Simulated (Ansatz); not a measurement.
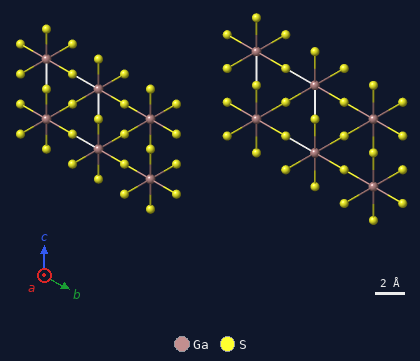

Two geometries of a crystal of GaS₃ (a generated structure, set up in Im-3m) (coarse preliminary run), drawn at one scale. One is the start of a relaxation, the other its converged end. A ball-and-stick model of the cell of the calculation, repeated 1 × 2 × 1 with one cell outlined, seen along the a axis.

Level of theory: DFT PBE, scalar-relativistic, plane waves, PAW in Ansatz 0.2.0. Settings: plane-wave cutoff 420 eV; k-point mesh 4 × 4 × 4; occupations gaussian; smearing width 0.1 eV; no spin polarisation; cell and atoms relaxed; force threshold 0.04 eV/Å; at most 70 steps.

> Which of the two is the end point?

The left one is the relaxed one. The energy falls by 367 meV per atom in 4 accepted moves (5 points after the start). All forces vanish by symmetry, so only the cell relaxes. The pressure goes from −10.88 to 0.05 GPa. At 1 point the geometry stayed and the basis and grid were re-selected for the new cell (energy shift of 0.6 meV per atom at most each time). The atoms keep their places relative to the cell (all moves are under 0.005 Å). The volume changes by −29.7 %, with a = b = c 5.090 → 4.525 Å (−11.1 %). Among the contacts that change: Ga–S 2.939 → 2.613 Å, S–S 2.939 → 2.613 Å. The space group stays Im-3m (No. 229). Cost: 4 s on 1 thread of Intel(R) Xeon(R) 6975P-C (Granite Rapids), with other jobs on the host, peak memory 0.37 GiB.
